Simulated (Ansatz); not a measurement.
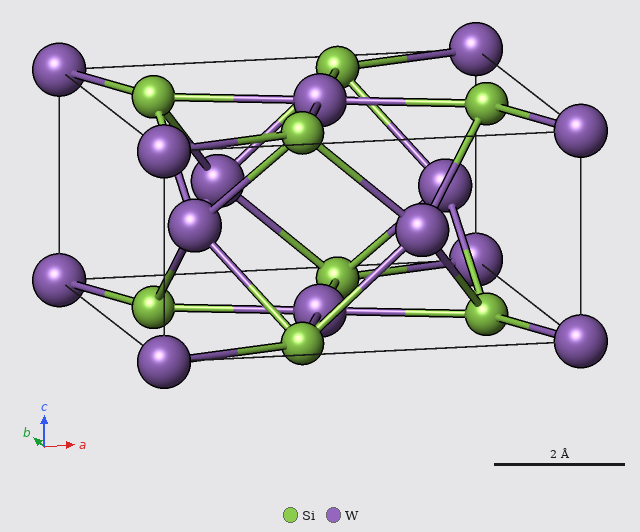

Normal modes of crystalline Si2W3, at the zone centre. A ball-and-stick model of the cell of the calculation, seen slightly off an axis.

Method: DFT PBE, scalar-relativistic, plane waves, PAW (Ansatz). (plane-wave cutoff 420 eV; k-point mesh 6 × 6 × 12; occupations gaussian; smearing width 0.15 eV; no spin polarisation)

**Give the spectrum at this point.**

The calculation's cell holds 10 atoms, so there are 27 optical modes, in 20 levels. The optical modes span 2A₂g + 5E_u + 2B₁g + 2A₂u + 2B₁u + A₁u + 2E_g + 2A₁g + 2B₂g. No level is unstable.

```csv
level,symmetry,frequency (cm⁻¹),activity
1,A₂g,33,silent
2,E_u,36,infrared-active
3,B₁g,84,Raman-active
4,A₂u,101,infrared-active
5,B₁u,105,silent
6,A₁u,107,silent
7,E_g,118,Raman-active
8,E_u,125,infrared-active
9,A₁g,130,Raman-active
10,E_u,141,infrared-active
11,B₂g,148,Raman-active
12,E_g,348,Raman-active
13,E_u,355,infrared-active
14,A₂u,363,infrared-active
15,B₁u,366,silent
16,B₁g,371,Raman-active
17,A₂g,375,silent
18,E_u,401,infrared-active
19,A₁g,418,Raman-active
20,B₂g,470,Raman-active
```

The crystal is a metal, so free carriers screen the infrared response.

The displacement patterns (one member of each degenerate set), 6 of the levels:

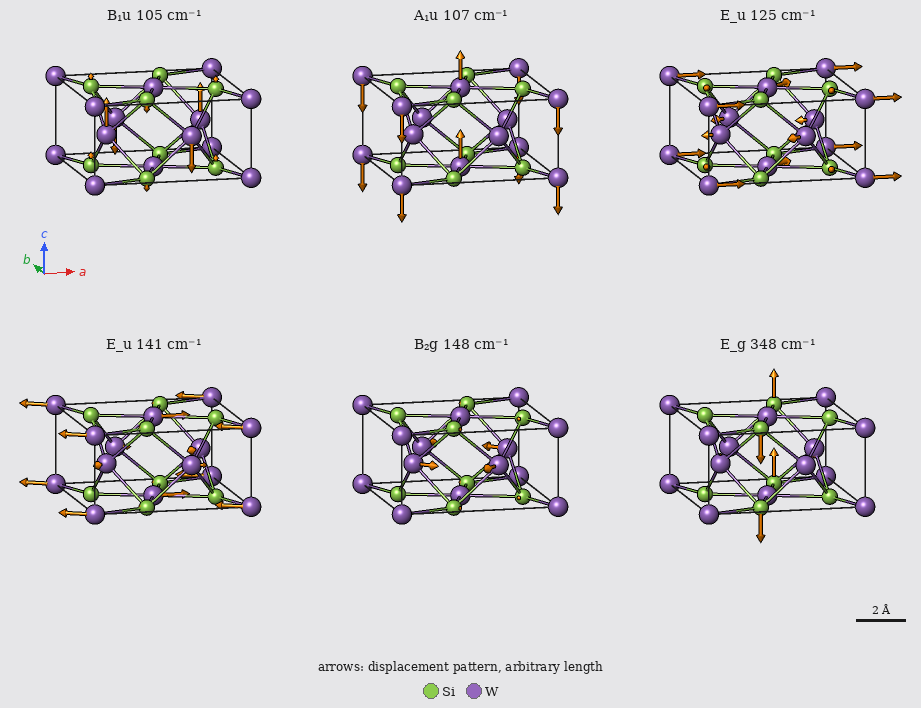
